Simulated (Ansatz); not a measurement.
# Single-point calculation of Sn

The run: single-point calculation of Sn (1 atom in the cell). Method and program: DFT PBEsol, scalar-relativistic, plane waves, PAW, no spin polarisation (Ansatz 0.2.0).

The structure derives from an entry of the Crystallography Open Database. It belongs to a series of runs on one base structure; here: ratio of the length along z to the lengths across it x 0.96, volume and fractional coordinates fixed. Figures and captions count atoms from 1; the log counts them from 0 in places.

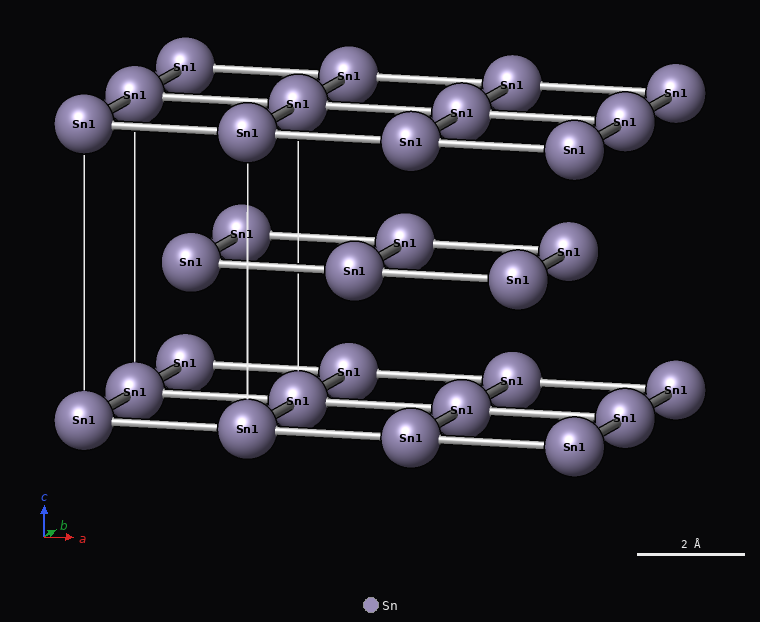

**Figure 1.** The structure (ball-and-stick view of the cell 2 times as large as that of the calculation, set on its symmetry axes, repeated 3 × 2 × 1, seen slightly off an axis; atoms are numbered from 1 in the order of the input). An atom can appear more than once, as a periodic image.

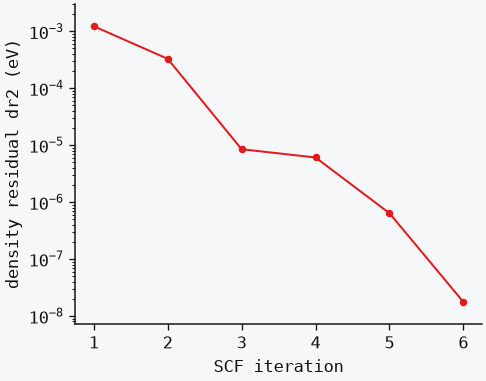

**Figure 2.** Convergence of the self-consistent field: density residual dr2 against the SCF iteration. The residual falls at every step.

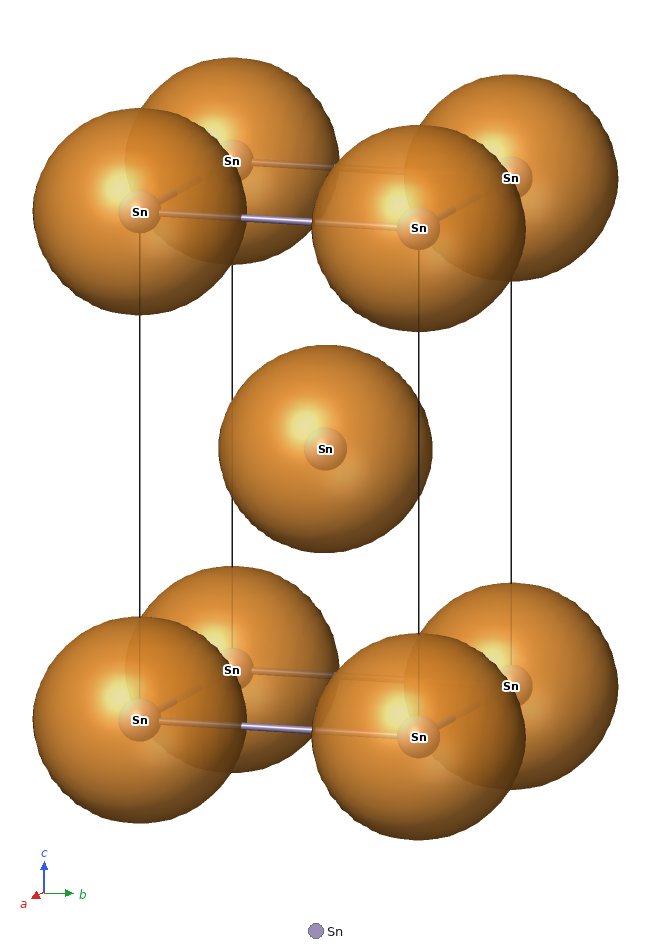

**Figure 3.** Isosurface of the valence charge density (pseudo) at 0.3 e/Å³ (orange), seen slightly off an axis. Sticks mark near contacts. The outline is the cell set on symmetry axes. At this value the density breaks into separate islands; it holds about 80 % of the electrons treated as valence (semicore included). It is pinched off along the Sn–Sn (3.23 Å) contacts. On the grid the lowest density along these lines, outside the cores, is 0.18 e/Å³ (Sn–Sn, 3.23 Å). Core electrons are frozen (PAW), so the fields are smoothed inside the atomic spheres.

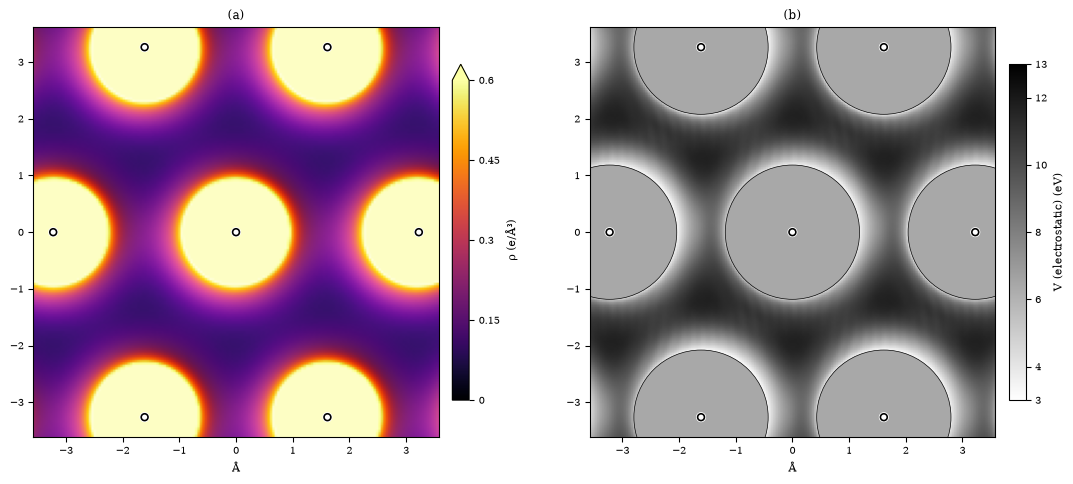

**Figure 4.** (a) valence pseudo-density; (b) electrostatic potential (local pseudopotential plus Hartree) felt by an electron on the (011) plane of the conventional cell. Circles mark the nuclei in the plane (Sn). Grey discs, where drawn, cover atomic cores. The section cuts through Sn sites. Sn–Sn (3.23 Å): ρ is about 0.18 e/Å³ halfway. Away from the nuclei the density in this plane falls to 0.08 e/Å³ at its lowest. Outside the cores the potential energy rises away from the atoms and is highest about 2.0 Å from the nearest atoms; outside the discs it spans about 8 eV, and its zero is arbitrary.

The input that produced these results follows, with the program's output.

## Input
```yaml
crystal:
  lattice:
    - [-1.6125438041, 1.6125438041, 2.8373715597]
    - [1.6125438041, -1.6125438041, 2.8373715597]
    - [1.6125438041, 1.6125438041, -2.8373715597]
  atoms:
    - { symbol: Sn, position: [0.0, 0.0, 0.0] }
basis:
  ecutwfc: 420
kpoints:
  mp_grid: { grid: [24, 24, 24] }
hamiltonian:
  xc: pbesol
scf:
  occupations: { method: gaussian, width: 0.15 }
output:
  forces: true
  stress: true
  eigenvalues: true
  write_density: true
  write_potential: true
  elf: true
  volumetric_format: npy
```

Command:
```bash
ansatz run input.yaml --threads 1 --pin off --max-ram 2560MiB --backend cpu --events-out ev --progress --plain --runs-dir out
```

## What the program printed
```
Engine: ansatz 0.2.0, x86_64-unknown-linux-gnu
Pseudopotentials: kind: paw
Pseudopotential: Sn, paw, valence charge 14, recommended cutoff 420 eV (normal), Sn.paw.azcp
Functional definition: PBEsol
  exchange = pbesol_x
  correlation = pbesol_c
Crystal: 1 atoms, lattice volume = 29.512 Å³
Basis set: ecut = 420 eV, 581 PW (Γ), exchange–correlation on 50×50×50 points (8 copies of the dense FFT grid, shifted against one another)
Bands: 11, of which v1, the nominal top of the filled ones, is band 7 counted from 1 (6 counted from 0)
Symmetry: 16 space group operations
Space group: I4/mmm (ITA 139), of the structure as read, at distance tolerance 3.1e-5 Å
k-points: 1063 of 13824
Non-local potential: Sn, projectors of the file, l = 0: 2, l = 1: 2, l = 2: 2, l = 3: 2
PAW form: soft (Blöchl's): semilocal exchange-correlation on the pseudo side does not see the compensation charge
PAW frozen core: Sn, regenerated for the run's functional, and the local potential with it (the file was generated under x = pbe(κ = 0.804, μ = 0.2195149727645171), c = pbe(β = 0.06672455060314922))
PAW one-centre angular grid: Sn, 590 points (default); XC on 64 Gauss nodes
Initial density: superposition of atomic densities (neutral atoms: chi_scale 0, normalization atom), corrected by the library's trained network
Initial wavefunctions: pseudopotential atomic-orbital guess
Functional: x = pbesol(κ = 0.804, μ = 0.12345679012345678), c = pbesol(β = 0.046)
SCF iter   1: F=—  HF=-5949.694700 eV  |F-HF|=—  |Δ(HF+E_count)|=         —  Δρ=2.66e-3  dr2=1.23e-3  ethr=1.77e-3  ⟨swp⟩=5.0  Hψ=67943  notcnv=0
preconditioner: auto → Kerker (q_TF=auto, 2.409 Å⁻¹)  [metal: Δε(μ)=0.005 eV  Ē_g=22.669 eV  σ=0.150 eV  W_gap=0.02  n_scr=10 (ndim 8)  ℏωp=25.6 eV  f_vac=0.000  D(μ)=0.60/eV (n_scr^D=0)]
SCF iter   2: F=—  HF=-5949.693577 eV  |F-HF|=—  |Δ(HF+E_count)|=   1.12e-3  Δρ=1.27e-3  dr2=3.29e-4  ethr=8.80e-6  ⟨swp⟩=2.1  Hψ=22474  notcnv=0  defer=1
SCF iter   3: F=—  HF=-5949.693464 eV  |F-HF|=—  |Δ(HF+E_count)|=   1.13e-4  Δρ=1.76e-4  dr2=8.49e-6  ethr=2.35e-6  ⟨swp⟩=2.0  Hψ=18893  notcnv=0  defer=1
SCF iter   4: F=—  HF=-5949.693463 eV  |F-HF|=—  |Δ(HF+E_count)|=   1.61e-6  Δρ=1.49e-4  dr2=6.08e-6  ethr=6.06e-8  ⟨swp⟩=2.0  Hψ=18979  notcnv=0  defer=1
SCF iter   5: F=—  HF=-5949.693458 eV  |F-HF|=—  |Δ(HF+E_count)|=   4.19e-6  Δρ=4.01e-5  dr2=6.38e-7  ethr=4.34e-8  ⟨swp⟩=2.2  Hψ=17907  notcnv=0  defer=1
SCF iter   6: F=-5949.693458 eV  HF=-5949.693458 eV  |F-HF|=1.64e-8  |Δ(HF+E_count)|=   4.82e-7  Δρ=6.69e-6  dr2=1.76e-8  ethr=7.14e-10  ⟨swp⟩=9.7  Hψ=81048  notcnv=0
SCF 1 converged in 6 iterations: F = -5949.693458 eV  dr2 = 1.76e-8
  greatest PAW one-centre occupation: 0.992 electrons in one spin orbital (limit 2), on the Sn atom at site 0 (counted from 0), in its partial waves of l = 2
SCF converged after 6 iterations
Free energy (F): -5949.693458 eV
Harris-Foulkes:  -5949.693458 eV  (|F-HF|=1.64e-8)
Internal energy: -5949.686746 eV  (E = F + TS)
E sigma→0 (E₀):  -5949.690102 eV
Entropy (-TS):   -0.006712 eV (-6.712 meV/atom)
Fermi energy:    9.559285 eV
--- Per-component energies (eV) ---
  E_band       = -97.897304
  E_kinetic    = 185.403961
  E_local      = -887.319084  (includes V_loc(G=0)·N_el)
  E_nonlocal   = -30.991956
  E_hartree    = 541.678115
  E_xc         = -379.157384
  E_vxc        = -96.597795  (∫ρ·V_xc dr)
  E_paw        = -4063.268642  (= ΣΔE_a)
  E_vpaw       = -351.754253  (= ΣTr[D̂ρ^β])
  E_aug_tail   = -0.000000  (compensation charges beyond the density's cutoff)
  E_ewald      = -1316.316596
  E_core_change = 0.284840  (= ΣΔE_core)
  E_smearing   = -0.006712  (= −TS)
  E_closure    = -0.000000  (closes the sum)
  Σ components = -5949.693458   (vs F -5949.693458, Δ=0.00e0)
--- Forces (eV/Å), atoms counted from 1 ---
  atom   1  Sn     0.00000000     0.00000000     0.00000000
  max |Σ_I F_I| component: 1.58e-30 eV/Å
--- Stress (GPa, compression-positive) ---
       -3.770564      -0.000000       0.000000
       -0.000000      -3.770564       0.000000
        0.000000      -0.000000      -5.502630
  P = ⅓ Tr σ = -4.3479 GPa (-43.479 kbar)
--- Band table (eV; the first three rows and the last of 1063) ---
  k-point 0: bands = ["-11.9817", "-11.9043", "-11.8430", "-11.8430", "-11.7616", "-1.0293", "15.8008", "16.7245", "16.7245", "20.5483", "20.5730"]
  k-point 1: bands = ["-11.9766", "-11.9023", "-11.8445", "-11.8425", "-11.7636", "-0.9779", "15.7131", "16.3815", "16.4955", "19.9729", "20.6343"]
  k-point 2: bands = ["-11.9619", "-11.8965", "-11.8490", "-11.8411", "-11.7695", "-0.8234", "15.4509", "15.6174", "15.9221", "19.1292", "20.2103"]
  k-point 1062: bands = ["-12.0113", "-11.9246", "-11.7692", "-11.7692", "-11.7448", "2.6345", "5.4158", "13.4261", "13.4261", "16.8045", "16.9449"]
```

## Summary

```json
{"quantity": "outcome", "value": "converged"}
{"quantity": "space group (tolerance 0.01 Å)", "value": "I4/mmm (139)"}
{"quantity": "electrons treated", "value": "14"}
{"quantity": "free energy", "value": "−5949.6935 eV"}
{"quantity": "Fermi energy", "value": "9.559 eV"}
{"quantity": "gap on the k-point mesh", "value": "none (metallic)"}
{"quantity": "pressure", "value": "−4.35 GPa"}
{"quantity": "largest force (length of the vector)", "value": "under 0.001 eV/Å"}
{"quantity": "hardware", "value": "1 thread of AMD EPYC (Zen 5), 32 GiB of memory available, shared host"}
{"quantity": "wall time", "value": "7.9 s"}
{"quantity": "peak memory", "value": "0.61 GiB"}
```
